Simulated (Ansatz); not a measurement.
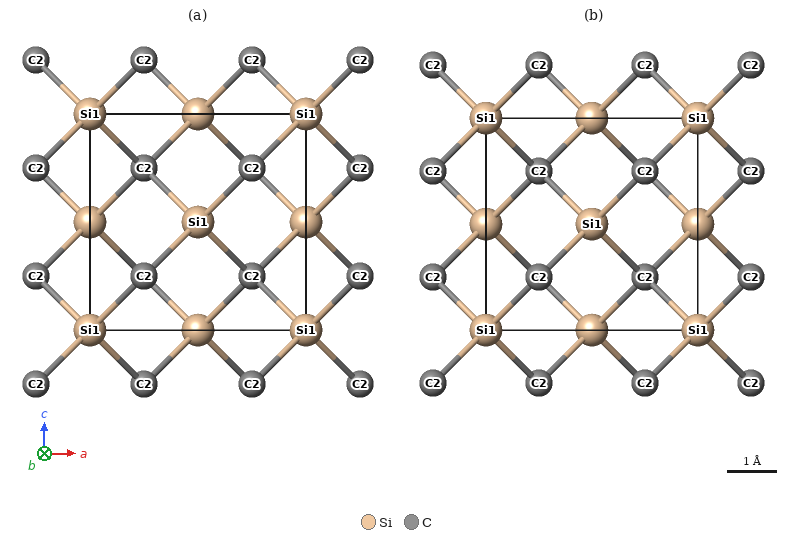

The structure of a crystal of SiC (a generated structure, set up in F-43m) before (left) and after (right) a relaxation, at one scale.

The picture is a ball-and-stick view of the conventional cell (4 times the calculation's cell), seen along the b axis. Lengths and directions refer to the drawn axes.

Case: cell and atoms relaxed from a first guess.

All numbers below come from Ansatz, DFT, PBE, PAW with Ansatz's default frozen-core files, scalar-relativistic.

Input
```yaml
crystal:
  lattice:
    - [0.0, 2.2322827293, 2.2322827293]
    - [2.2322827293, 0.0, 2.2322827293]
    - [2.2322827293, 2.2322827293, 0.0]
  atoms:
    - { symbol: Si, position: [0.0, 0.0, 0.0] }
    - { symbol: C, position: [0.25, 0.25, 0.25] }
kpoints:
  mp_grid: { grid: [16, 16, 16] }
scf:
  occupations: { method: fermi_dirac, width: 0.08 }
hamiltonian:
  xc: pbe
  pseudopotentials: { kind: paw }
output:
  forces: true
  stress: true
relax:
  f_tol: 0.005
  max_steps: 80
  cell: {}
```

> What changed between the two?

After 4 accepted moves (6 points after the start) the energy has fallen by 22.2 meV per atom. All forces vanish by symmetry, so only the cell relaxes. The pressure goes from −10.92 to 0.00 GPa. The SCF was repeated twice at an unchanged geometry on a basis and grid sized afresh for the cell, which shifted the energy by 0.8 meV per atom at most. The atoms keep their places relative to the cell (all moves are under 0.005 Å). The drawn cell changes as follows: a = b = c 4.465 → 4.380 Å (−1.9 %); the volume changes by −5.6 %. Among the contacts that change: Si1–C2 1.933 → 1.896 Å. The space group stays F-43m (No. 216).
